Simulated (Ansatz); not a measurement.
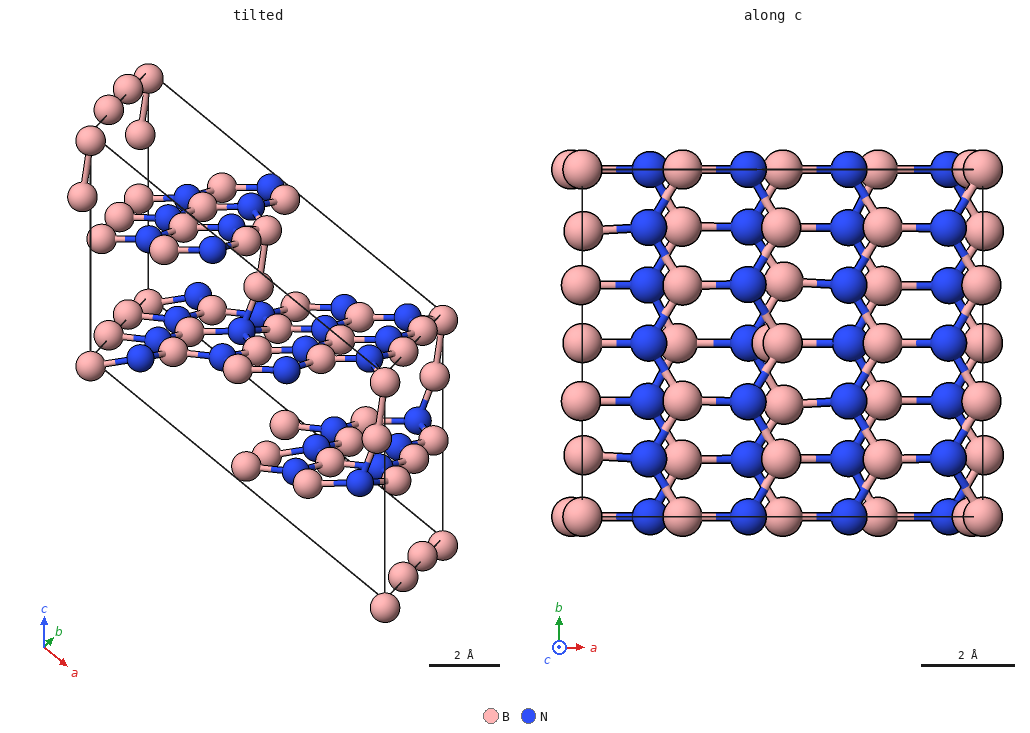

Structure drawing (ball-and-stick), viewed slightly off an axis and along the c axis. The wireframe shows the conventional unit cell.

What structure is drawn here?

It has the composition B13N12. It belongs to space group Cm (No. 8) and has a base-centred monoclinic lattice. In the cell are 26 B, 24 N, which makes 2 formula units. Counting atoms within bonding range gives coordination numbers of B 2 to 4 (mean 3.0) and N 3 to 4 (mean 3.1). The bonds build a three-dimensional framework.

The cell started as a structure listed in the Materials Project, repeated into a supercell with a point defect put in. The atoms were relaxed in a fixed cell with DFT PBE+D3(BJ), scalar-relativistic, plane waves, PAW in Ansatz.
